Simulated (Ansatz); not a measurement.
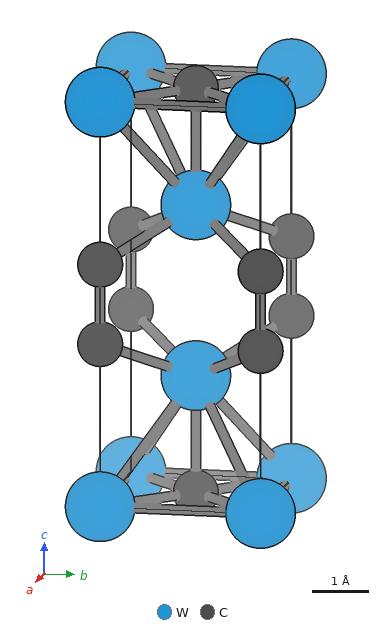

Ball-and-stick drawing of the structure, looking slightly off an axis. The frame is the conventional unit cell; atoms at its boundary are shown with their periodic copies. Cell: a = 2.95 Å, b = 2.95 Å, c = 7.48 Å, α = 90.00°, β = 90.00°, γ = 90.00°.

The cell started as a random cell made by a generator, so it need not be a real form of the compound. Earlier steps of the study may have refined or changed the cell and positions. It was run through Ansatz as a DFT input.

**Caption:**

Chemical formula WC. It is primitive tetragonal, space group P4/mmm (No. 123). In the cell are 3 W, 3 C, which makes 3 formula units. The coordination, counted out to bonding distance, is W 13 to 16 (mean 14.0) and C 5 to 6 (mean 5.3). Not all metal-metal contacts are counted.

Level of theory and settings: Ansatz 0.2.0, DFT PBE, scalar-relativistic, plane waves, PAW, E_cut = 420 eV, k-points on a 12×12×6 grid, Gaussian smearing of 0.1 eV, no spin polarisation.

**How large a gap does the method give, if there is one?**

A metal: bands cross the Fermi level.

**What net charge does each kind of atom have (Bader)?**

W +1.19 e; C -1.68 to -0.95 e.

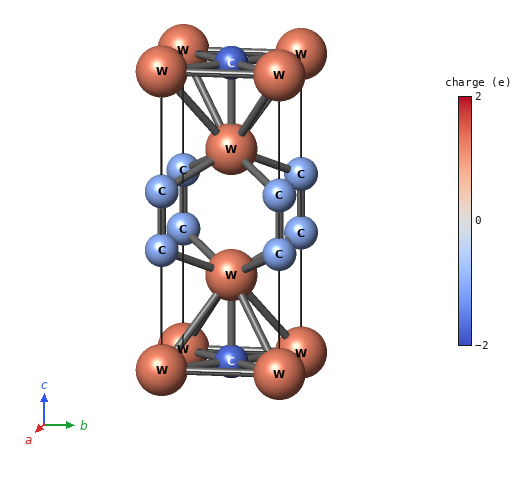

The atoms coloured by those charges. The run's cell of 6 atoms is drawn.

**Is this an equilibrium geometry for the method given?**

Yes. All forces vanish to within 0.01 eV/Å. The pressure is 0.0 GPa, close to zero.
